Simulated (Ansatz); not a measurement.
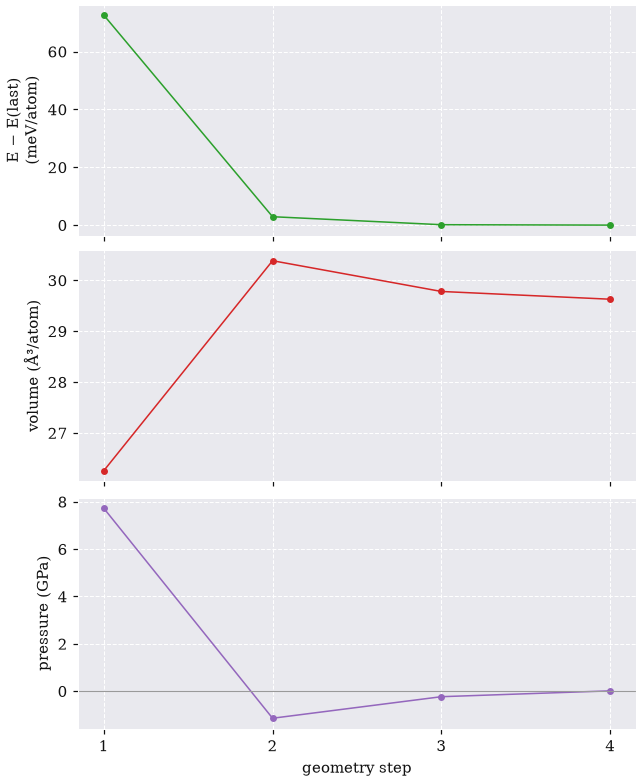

History of a geometry optimisation. Atoms and cell relax. A closing SCF on a freshly chosen basis isn't drawn.

```
crystal:
  lattice:
    - [0.0, 2.9721991858, 2.9721991858]
    - [2.9721991858, 0.0, 2.9721991858]
    - [2.9721991858, 2.9721991858, 0.0]
  atoms:
    - { symbol: In, position: [0.0, 0.0, 0.0] }
    - { symbol: As, position: [0.25, 0.25, 0.25] }
kpoints:
  mp_grid: { grid: [6, 6, 6] }
hamiltonian:
  xc: pbe
scf:
  occupations: { method: fermi_dirac, width: 0.02 }
relax:
  f_tol: 0.005
  cell: {}
```

Launched with:
```bash
ansatz run input.yaml --threads 2 --pin off --max-ram 2211MiB --backend cpu --events-out ev --progress --plain --runs-dir out
```

How did it end, and what did it gain?

Answer. The optimisation met its thresholds at geometry 4, counting the start as the first. The energy fell by about 73 meV/atom from the first step to the last. All forces vanish by symmetry, so only the cell moves.

Was the starting cell too large or too small?

Answer. The volume grows from 26.3 to 29.6 Å³ per atom (+13 %), overshooting to 30.4 at step 2, as the pressure goes from 7.7 GPa to about 0 GPa. The start was compressed.
